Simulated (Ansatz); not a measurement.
**Mo$_{4}$HS$_{8}$ (slab): density, localisation and related maps**

```yaml
crystal:
  lattice:
    - [6.30590, 0.00000, 0.00000]
    - [-3.15295, 5.46107, 0.00000]
    - [0.00000, 0.00000, 21.12723]
  atoms:
    - { symbol: S, position: [0.66667, 0.33333, 0.37866] }
    - { symbol: S, position: [0.66667, 0.83333, 0.37866] }
    - { symbol: S, position: [0.16667, 0.33333, 0.37866] }
    - { symbol: S, position: [0.16667, 0.83333, 0.37866] }
    - { symbol: Mo, position: [0.33342, 0.16685, 0.45287] }
    - { symbol: Mo, position: [0.33342, 0.66658, 0.45287] }
    - { symbol: Mo, position: [0.83333, 0.16667, 0.45292] }
    - { symbol: Mo, position: [0.83315, 0.66658, 0.45287] }
    - { symbol: S, position: [0.66107, 0.33893, 0.52839] }
    - { symbol: S, position: [0.66107, 0.82215, 0.52839] }
    - { symbol: S, position: [0.17785, 0.33893, 0.52839] }
    - { symbol: S, position: [0.16667, 0.83333, 0.52709] }
    - { symbol: H, position: [0.50000, 0.50000, 0.57137] }
```

Spin-polarised.

Method: DFT PBE+D3(BJ), scalar-relativistic, plane waves, PAW (Ansatz).

Core electrons are frozen (PAW), and the valence fields are smoothed inside the atomic spheres.

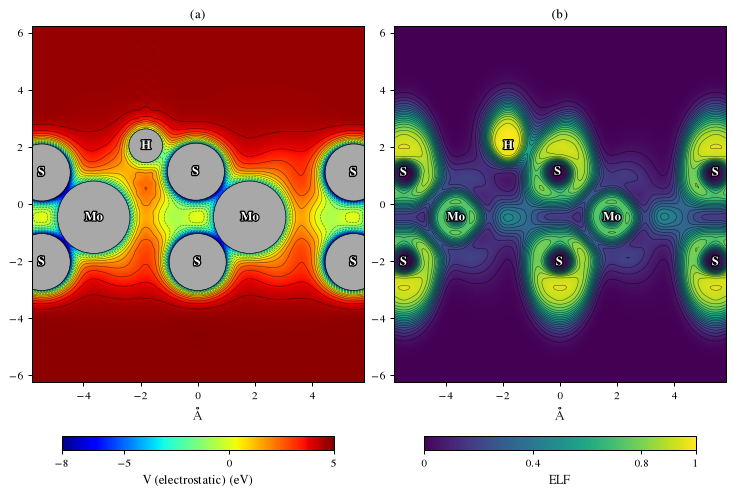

Figure 1. (a) electrostatic potential energy of an electron; (b) ELF on the (110) plane of the calculation cell, a cut from vacuum to vacuum. Grey discs cover the atomic cores in the potential map.

What does the map show?

Answer. The section cuts through S, Mo and H sites. S–H (1.98 Å): the ELF climbs to about 1 towards the hydrogen, as it does in any bond to H. Mo–S (2.40 Å): the ELF peaks at about 0.85 in the valence shell of S, 0.8 Å from its nucleus, and is about 0.45 at the midpoint. Mo–S (2.47 Å): the ELF peaks at about 0.80 in the valence shell of S, 0.8 Å from its nucleus, and is about 0.40 at the midpoint. The features right at Mo lie inside the PAW spheres, where the map follows smoothed inner orbitals and isn't to be read closely. Outside the cores the potential energy rises away from the atoms and is highest in the vacuum; its zero is arbitrary.

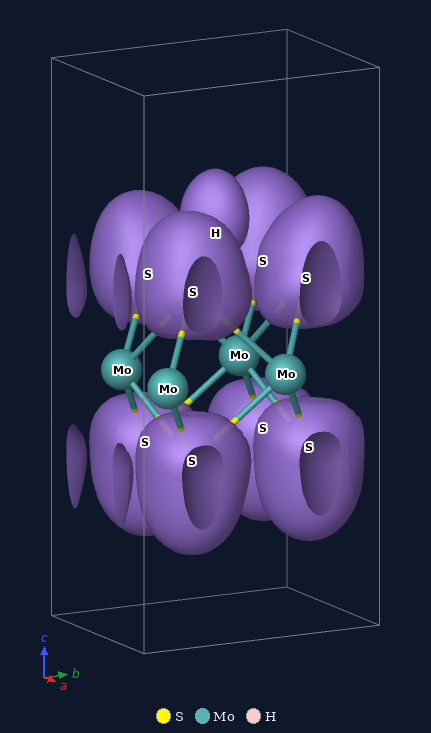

Figure 2. Isosurface of the ELF at 0.7 (purple), seen slightly off an axis. Only the valence region is drawn (cores and ρ < 0.01 e/Å³ removed). Sticks mark near contacts.

Identify the bonds, lone pairs and shells in this picture.

Answer. At this value the surface marks out one region around a hydrogen nucleus and eight regions wrapped around S (the valence shell of each), counted in one cell of 13 atoms. Counts are for one cell; the picture repeats the cell along the surface.

Metal or insulator at this level of theory?

Answer. It is gapless in this calculation (a metal or semimetal).
